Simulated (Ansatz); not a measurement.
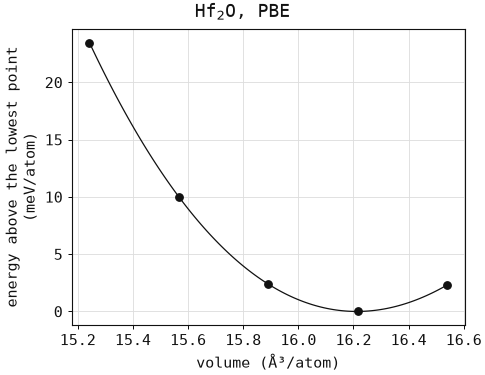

The figure shows the energy above the lowest point against volume for Hf₂O, space group Fm-3m (No. 225) (one of a set of cubic test structures, which need not be the stable phase).

Method: equation of state of a cubic crystal from periodic Kohn-Sham density functional theory without spin, third-order Birch-Murnaghan fit to the free energies; pressure corrected for the finite basis (Ansatz 0.2.0 development build). Level: PBE.

- structure type: antifluorite
- atoms in cell: 3
- space group number: 225
- lattice centring: face-centred primitive
- k mesh: 32×32×32
- occupation method: Fermi–Dirac
- occupation width: 0.06123 eV
- wave cutoff: 420 eV
- datasets: soft-1 PAW
- density tolerance: 1e−07 eV
- bands: 35
- density cutoff ratio: 4
- search for lower states: default

From this curve and the settings, what does the calculation give for the pressure at the same points?

The pressure falls from 8.2 GPa at volume 15.24 Å³/atom to −2.2 GPa at 16.54 Å³/atom, and changes sign near 16.21 Å³/atom.

| volume (Å³/atom) | pressure (GPa) |
| --- | --- |
| 15.24 | 8.2 |
| 15.57 | 5.2 |
| 15.89 | 2.4 |
| 16.21 | 0.0 |
| 16.54 | −2.2 |

Limits of the calculation: cubic model structure, not the ambient form.
